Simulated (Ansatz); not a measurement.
# How the gap and the level of V_O in Al2O3 (R-3c) follow the exchange fraction

Question: how much does the share of exact exchange change the (+1/0) level of V_O in Al2O3 (R-3c), and what does each choice cost? Model: a cell of 80 host atoms with 1 O taken out.

Program: Ansatz 0.2.0. Level of theory: plane-wave PAW DFT; relaxations with PBEsol, then single points with PBEsol and PBE0 form with several shares of exact exchange, on supercells at fixed charge in a uniform background. Results are calculated unless marked as measured.

## (1) The starting structure

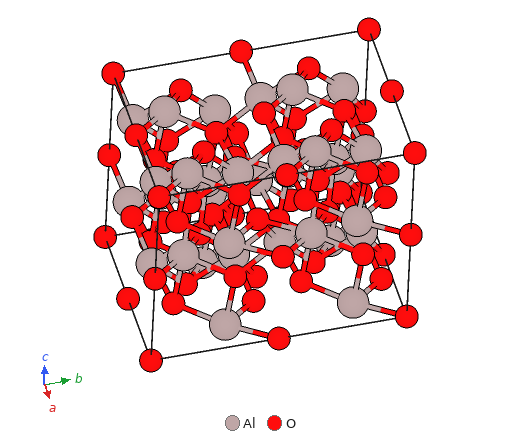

Start, viewed slightly off an axis; aluminium light grey, oxygen red. Bonds to atoms that aren't drawn are left out. Some periodic images of atoms are drawn too.

The cell holds 79 atoms: 32 Al and 47 O. Cell: a = 10.278 Å, b = 10.278 Å, c = 10.278 Å, α = 55.3°, β = 55.3°, γ = 55.3°. It derives from Al2O3 (space group R-3c). Nearest the centre at fractional (0.625, 0.278, 0.472): Al2 at 1.86 Å, Al41 at 1.86 Å, Al53 at 1.97 Å, Al52 at 1.97 Å, O79 at 2.53 Å, O16 at 2.53 Å, O57 at 2.62 Å, O18 at 2.62 Å. The cell carries charge +1.

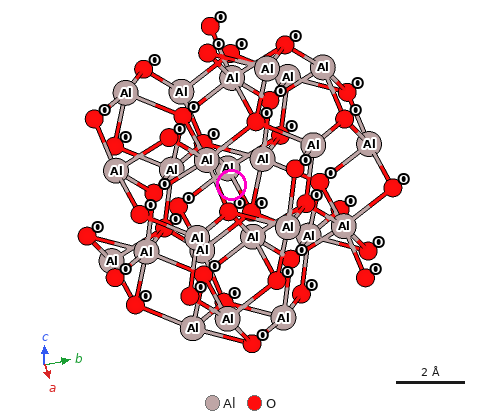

The atoms within 5 Å of the centre. A ring marks the centre wherever it is empty.

Coordinates:

```xyz
79
Lattice="4.7733 2.7559 8.6752 -4.7733 2.7559 8.6752 0.0000 -5.5117 8.6752" Properties=species:S:1:pos:R:3 pbc="T T T"
Al    0.0000    0.0000    8.4318
Al    0.0000    0.0000   11.0875
Al    0.0000    0.0000    1.9254
Al    0.0000    0.0000    4.5810
O     0.9268   -1.3779    5.4220
O     1.6567    0.1137    7.5908
O    -1.6567   -0.1137    5.4220
O     0.7299    1.4916    5.4220
O    -0.7299   -1.4916    7.5908
O    -0.9268    1.3779    7.5908
Al    0.0000   -2.7559   12.7694
Al    0.0000   -2.7559   15.4251
Al    0.0000   -2.7559    6.2630
Al    0.0000   -2.7559    8.9187
O     0.9268   -4.1338    9.7597
O     1.6567   -2.6422   11.9285
O    -1.6567   -2.8695    9.7597
O     0.7299   -1.2643    9.7597
O    -0.7299   -4.2475   11.9285
O    -0.9268   -1.3779   11.9285
Al   -2.3867    1.3779   12.7694
Al   -2.3867    1.3779   15.4251
Al   -2.3867    1.3779    6.2630
Al   -2.3867    1.3779    8.9187
O    -1.4599    0.0000    9.7597
O    -0.7299    1.4916   11.9285
O    -4.0434    1.2643    9.7597
O    -1.6567    2.8695    9.7597
O    -3.1166   -0.1137   11.9285
O    -3.3134    2.7559   11.9285
Al   -2.3867   -1.3779   17.1071
Al   -2.3867   -1.3779   19.7627
Al   -2.3867   -1.3779   10.6006
Al   -2.3867   -1.3779   13.2563
O    -1.4599   -2.7559   14.0973
O    -0.7299   -1.2643   16.2661
O    -4.0434   -1.4916   14.0973
O    -1.6567    0.1137   14.0973
O    -3.1166   -2.8695   16.2661
O    -3.3134    0.0000   16.2661
Al    2.3867    1.3779   12.7694
Al    2.3867    1.3779   15.4251
Al    2.3867    1.3779    6.2630
Al    2.3867    1.3779    8.9187
O     3.3134    0.0000    9.7597
O     4.0434    1.4916   11.9285
O     0.7299    1.2643    9.7597
O     3.1166    2.8695    9.7597
O     1.4599    2.7559   11.9285
Al    2.3867   -1.3779   17.1071
Al    2.3867   -1.3779   19.7627
Al    2.3867   -1.3779   10.6006
Al    2.3867   -1.3779   13.2563
O     3.3134   -2.7559   14.0973
O     4.0434   -1.2643   16.2661
O     0.7299   -1.4916   14.0973
O     3.1166    0.1137   14.0973
O     1.6567   -2.8695   16.2661
O     1.4599    0.0000   16.2661
Al    0.0000    2.7559   17.1071
Al    0.0000    2.7559   19.7627
Al    0.0000    2.7559   10.6006
Al    0.0000    2.7559   13.2563
O     0.9268    1.3779   14.0973
O     1.6567    2.8695   16.2661
O    -1.6567    2.6422   14.0973
O     0.7299    4.2475   14.0973
O    -0.7299    1.2643   16.2661
O    -0.9268    4.1338   16.2661
Al    0.0000    0.0000   21.4447
Al    0.0000    0.0000   24.1003
Al    0.0000    0.0000   14.9383
Al    0.0000    0.0000   17.5939
O     0.9268   -1.3779   18.4349
O     1.6567    0.1137   20.6037
O    -1.6567   -0.1137   18.4349
O     0.7299    1.4916   18.4349
O    -0.7299   -1.4916   20.6037
O    -0.9268    1.3779   20.6037
```

Known beforehand: the electronic dielectric constant, (3.29, 3.29, 3.26), and the static one, (9.66, 9.66, 11.75), computed on the host (DFPT, PBEsol).

The cell's shortest repeat is 9.5 Å.

## (2) Relaxing both charge states, PBEsol

The study needs fixed structures, so each charge is relaxed once, at one point at (¼, ¼, ¼), from small random displacements that break the symmetry of the site.

The input, qp1_M1.relax/input.yaml:

```yaml
crystal:
  lattice:
    - [2.38665272, 1.37793459, 4.33762225]
    - [-2.38665272, 1.37793459, 4.33762225]
    - [0.0, -2.75586919, 4.33762225]
  atoms:
    - { symbol: Al, position: [0.647953, 0.647953, 0.647953] }
    - { symbol: Al, position: [0.852047, 0.852047, 0.852047] }
    - { symbol: Al, position: [0.147953, 0.147953, 0.147953] }
    - { symbol: Al, position: [0.352047, 0.352047, 0.352047] }
    - { symbol: O, position: [0.444168, 0.055832, 0.75] }
    - { symbol: O, position: [0.944168, 0.25, 0.555832] }
    - { symbol: O, position: [0.055832, 0.75, 0.444168] }
    - { symbol: O, position: [0.75, 0.444168, 0.055832] }
    - { symbol: O, position: [0.25, 0.555832, 0.944168] }
    - { symbol: O, position: [0.555832, 0.944168, 0.25] }
  supercell: [2, 2, 2]
  defects: [{ vacancy: 48 }]
total_charge: 1
basis:
  ecutwfc: 420
  xc_grid: 2
hamiltonian:
  xc: pbesol
  pseudopotentials: { kind: paw, azcp: { folder: soft_1 }, xc_functional: pbe }
kpoints:
  mp_grid: { grid: [1, 1, 1], shift: [0.25, 0.25, 0.25] }
magnetization:
  spin_polarized: true
  initial_magnetization: 1
  spin_locking: { lock_magnetization: hard }
scf:
  occupations: { method: fixed }
  max_iter: 100
output:
  forces: true
  charged_corrections:
    epsilon: [3.29, 3.29, 3.26]
    static_epsilon: [9.66, 9.66, 11.75]
    defect_position: [0.625, 0.277916, 0.472084]
relax:
  f_tol: 0.015
  max_steps: 60
  random_displacement: { amplitude: 0.04, seed: 7016 }
checkpoint:
  write: "../qp1_M1.relax.run"
  compress: false
  write_wavefunctions: true
  write_every: 100000
```

The run is started by

```bash
> ansatz run input.yaml --threads 32 --pin off --max-ram 84787MiB --backend cuda --events-out ev --progress --plain --runs-dir out --max-vram 78GiB
```

Numbers of over 12 decimals in the logs are rounded to 6 here.

The log of the run:

```text
[... repeated set-up lines and file paths are left out, and long positions are rounded to six places ...]
Engine: ansatz 0.2.0, aarch64-unknown-linux-gnu
Pseudopotentials: kind: paw
Pseudopotential: Al, paw, valence charge 3, recommended cutoff 420 eV (normal), soft_1/Al.paw.azcp
Pseudopotential: O, paw, valence charge 6, recommended cutoff 420 eV (normal), soft_1/O.paw.azcp
Functional definition: PBEsol
  exchange = pbesol_x
  correlation = pbesol_c
[...]
Crystal: 79 atoms, lattice volume = 684.717 Å³
Basis set: ecut = 420 eV, 13355 PW (Γ), exchange–correlation on 144×144×144 points (8 copies of the dense FFT grid, shifted against one another)
Bands: 268, of which v1, the nominal top of the filled ones, is band 189 counted from 1 (188 counted from 0)
Symmetry: 1 space group operations
k-points: 1
Non-local potential: Al, projectors of the file, l = 0: 2, l = 1: 2, l = 2: 1
Non-local potential: O, projectors of the file, l = 0: 2, l = 1: 2, l = 2: 1
PAW form: soft (Blöchl's): semilocal exchange-correlation on the pseudo side does not see the compensation charge
PAW frozen core: Al, regenerated for the run's functional, and the local potential with it (the file was generated under x = pbe(κ = 0.804, μ = 0.219515), c = pbe(β = 0.066725))
PAW frozen core: O, regenerated for the run's functional, and the local potential with it (the file was generated under x = pbe(κ = 0.804, μ = 0.219515), c = pbe(β = 0.066725))
PAW one-centre angular grid: Al, 110 points (default); XC on 64 Gauss nodes
PAW one-centre angular grid: O, 110 points (default); XC on 64 Gauss nodes
Initial density: superposition of atomic densities (chi_scale 0.1, normalization cell, long waves kept (reshape's long-wave potential 0.20 eV rms))
Starting moments: Σ|m| = 1 μB on 79 of 79 sites
Initial wavefunctions: pseudopotential atomic-orbital guess
[...]
Functional: x = pbesol(κ = 0.804, μ = 0.123457), c = pbesol(β = 0.046)
SCF iter   1: F=—  HF=-43302.008782 eV  |Δ(HF+E_count)|=         —  Δρ=6.17e-2 (↑6.06e-2 ↓6.17e-2)  dr2=9.82e1  dr2_m=8.78e-2  M=1.000 μB ∫|m|=1.016 μB  Hψ=1608
preconditioner: auto → Resta (q_TF=auto, 2.470 Å⁻¹)  ε∞=3.3  [insulator: Δε(μ)=3.198 eV  Ē_g=18.182 eV  n_scr=174 (ndim 8)  ℏωp=27.6 eV  f_vac=0.000  ε∞_Penn≈3.3]
spin=Collinear: Resta preconditioning applied to the charge; magnetization (m = ρ↑ − ρ↓) channel mixes plain (no charge-response kernel on spin).
SCF iter   2: F=—  HF=-43280.627093 eV  |Δ(HF+E_count)|=    2.14e1  Δρ=2.94e-2 (↑2.87e-2 ↓2.94e-2)  dr2=2.36e1  dr2_m=4.44e-2  M=1.000 μB ∫|m|=1.015 μB  Hψ=916
[...]
SCF iter   9: F=-43274.019955 eV  HF=-43274.019955 eV  |Δ(HF+E_count)|=   1.95e-6  Δρ=4.20e-6 (↑4.20e-6 ↓4.05e-6)  dr2=3.04e-7  dr2_m=3.41e-9  M=1.000 μB ∫|m|=1.034 μB  Hψ=1297
SCF 1 converged in 9 iterations: F = -43274.019955 eV  dr2 = 3.04e-7
[...]
relax step   1: F+E_penalty+E_count = -43274.01995477 eV  Δ(F+E_penalty+E_count) = +0.000e0 eV  max|allowed force component| = 1.980e0 eV/Å  Δτ_max = 0.0000 Å  (9 SCF iters, dr2 threshold 5.63e-6 eV, accepted)
[...]
relax step   2: F+E_penalty+E_count = -43275.48055462 eV  Δ(F+E_penalty+E_count) = -1.461e0 eV  max|allowed force component| = 9.239e-1 eV/Å  Δτ_max = 0.0947 Å  (5 SCF iters, dr2 threshold 1.00e-4 eV, accepted)
[...]
relax step   4: F+E_penalty+E_count = -43276.09440977 eV  Δ(F+E_penalty+E_count) = -4.326e-3 eV  max|allowed force component| = 1.109e-2 eV/Å  Δτ_max = 0.0071 Å  (5 SCF iters, dr2 threshold 6.39e-7 eV, accepted)
[...]
relax step   5: F+E_penalty+E_count = -43276.09440982 eV  Δ(F+E_penalty+E_count) = -5.681e-8 eV  max|allowed force component| = 1.107e-2 eV/Å  Δτ_max = 0.0000 Å  (2 SCF iters, accepted)
[...]
NSCF: frozen V_eff on 1 k-points
[...]
SCF converged after 2 iterations
Magnetization: 1.0000 μB (189.0000 up, 188.0000 down)
Absolute magnetization: 1.0323 μB (∫|ρ↑−ρ↓|, with the PAW one-centre terms)
Spin contamination: 0.0020 ħ² per cell (⟨S²⟩ above its minimum at these occupations)
Per-site moments (μB) at R_I (Å): [(0.000187256, 0.761848), (0.019253, 0.760179), (0.0001894, 0.765724), [... 6 left out ...]
Free energy (F): -43276.094410 eV
Harris-Foulkes:  -43276.094410 eV  (|F-HF|=2.94e-9)
Internal energy: -43276.094410 eV  (E = F + TS)
E sigma→0 (E₀):  -43276.094410 eV
Fermi energy:    9.799996 (↑ 9.799996, ↓ 7.324605) eV
--- Per-component energies (eV) ---
  E_band       = 404.806116
  E_kinetic    = 8901.521109
  E_local      = -15799.431766  (includes V_loc(G=0)·N_el)
  E_nonlocal   = 2771.359420
  E_hartree    = 6008.994183
  E_xc         = -4596.827834
  E_vxc        = -5307.456809  (∫ρ·V_xc dr)
  E_paw        = -22019.206954  (= ΣΔE_a)
  E_vpaw       = -2179.216585  (= ΣTr[D̂ρ^β])
  E_aug_tail   = 0.037212  (compensation charges beyond the density's cutoff)
  E_ewald      = -18544.810762
  E_core_change = 2.270982  (= ΣΔE_core)
  E_smearing   = -0.000000  (= −TS)
  E_closure    = -0.000000  (closes the sum)
  E_deformation_potential = 18.414363  (in the stress; not in F)
  Σ components = -43276.094410   (vs F -43276.094410, Δ=0.00e0)
--- Forces (eV/Å), atoms counted from 1 ---
  atom   1  Al    -0.00323182     0.00112979    -0.00025157
  atom   2  Al    -0.00303901    -0.00097210    -0.00381413
  [... 4 atoms left out ...]
  [... 73 more lines of this table ...]
  max |Σ_I F_I| component: 3.18e-5 eV/Å
--- Charged-cell corrections in eV (Makov–Payne, q = +1.000 e, ε = [9.660, 9.660, 11.750]) ---
  F (periodic)     = -43276.094410  (uncorrected; the corrections below are reported, never added to it)
  E_corr1          = +0.228800  (monopole, q²α_M/2ε̄L, of the cell on which ε is isotropic)
  F Makov-Payne    = -43275.865610  (F + E_corr1; no measured alignment; for a localised charge, not one spread in a band: unchecked)
  no potential alignment in this run, which stands beside a crystal: run the host's input off ansatz write-host-input, and read the two finished runs by ansatz place-levels (neither reads a slab, a wire or a sheet, whose cell leaves a vacuum)
--- Band table (eV) ---
  k-point 0 ↑: bands = ["-11.6304", "-11.1215", "-10.7235", "-10.6747", "-10.6393", "-10.6236", "-10.5930", "-10.5548", "-10.4274", [... rest cut ...]
  k-point 0 ↓: bands = ["-11.6227", "-11.1133", "-10.7144", "-10.6615", "-10.6349", "-10.6195", "-10.5855", "-10.5437", "-10.4217", [... rest cut ...]
--- Relaxed structure (5 steps of the walk, 5 accepted, 0 SCFs on fresh bases) ---
  F+E_penalty+E_count = -43276.09440982 eV   max|allowed force component| = 1.107e-2 eV/Å
  atoms:
    - { symbol: Al, position: [0.322608, 0.323326, 0.322394] }
    - { symbol: Al, position: [0.414334, 0.434093, 0.422145] }
    [... 4 atoms left out ...]
  [... 73 more lines of this table ...]
```

Elapsed: 3.6 s, on 1 × NVIDIA GB200 with 32 threads of Arm Neoverse V2, shared host; peak memory 1.5 GiB; 16 s of CPU time.

Step by step:

```
step  energy less that of the first step (eV)  largest force component (eV/Å)
   1                                   0.0000                          1.9804
   2                                  -1.4606                          0.9239
   3                                  -2.0701                          0.1011
   4                                  -2.0745                          0.0111
   5                                  -2.0745                          0.0111
```

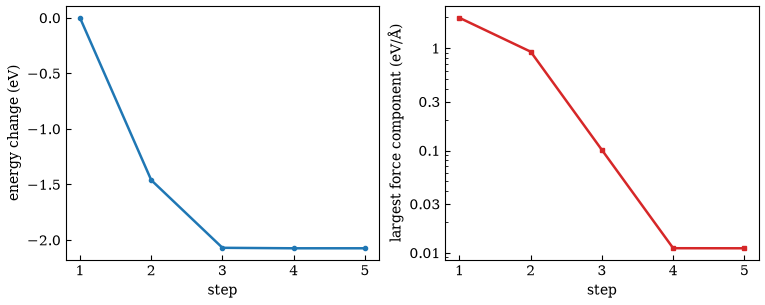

Energy and largest force along the relaxation.

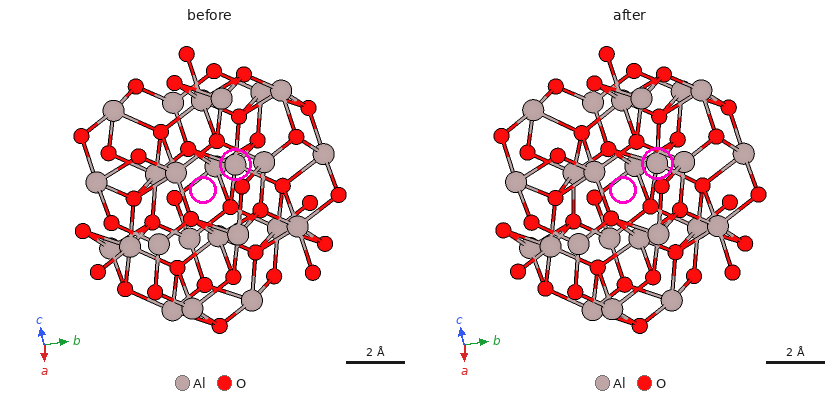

Before and after: the atoms that start within 5 Å of the centre. Al2, which moves most, is ringed if it is among them. A ring with no atom in it marks the empty centre.

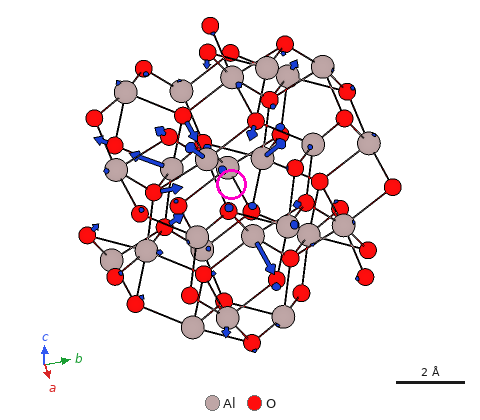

Displacements in the relaxation from the typed sites near the centre, exaggerated, the mean shift taken out; the longest in the cell stands for 0.11 Å. A ring marks the centre wherever it is empty.

The atoms that moved most (Å, from the sites as typed, ahead of the random displacement, the mean shift of all atoms taken out):

```
atom      dx      dy      dz  length
 Al2  -0.091   0.010  -0.063   0.111
Al41   0.036   0.083   0.062   0.110
Al52   0.031  -0.071  -0.067   0.102
Al53   0.046  -0.062   0.067   0.102
 O16   0.004   0.062  -0.008   0.062
 O79  -0.055   0.027   0.007   0.062
 O45  -0.034  -0.002   0.036   0.049
 O56   0.019   0.028  -0.036   0.049
```

Neighbours of the ideal centre at the end:

```
atom  distance (Å)
Al41         1.969
 Al2         1.975
Al53         2.072
Al52         2.075
 O79         2.464
 O16         2.466
 O57         2.595
 O18         2.600
```

```
charge  moment set (μB)  steps  largest displacement (Å)   time
     0                0      5                      0.10  3.4 s
    +1                1      5                      0.11  3.6 s
```

The relaxation ends 26 meV an atom lower than the displaced start, with a largest force component of 0.011 eV/Å.

(Continued in part 2 of 2.)

[Logs are printed without paths, hosts, clocks, repeated set-up lines and the standing remarks that a program may print on its own settings, such as how far it seeks lower states.]

[Hosts, paths, dates, database ids (printed as entryN), source tags and the programs' standing remarks are cut or masked in the printed files.]

[Where a table of states has a column of steps, it counts the stored structures, which are thinned; the runs took as many ionic steps or more.]

[For some hosts the program warned that the k-mesh of the response run may be too coarse for force constants and the static dielectric constant; such warnings are not shown here.]
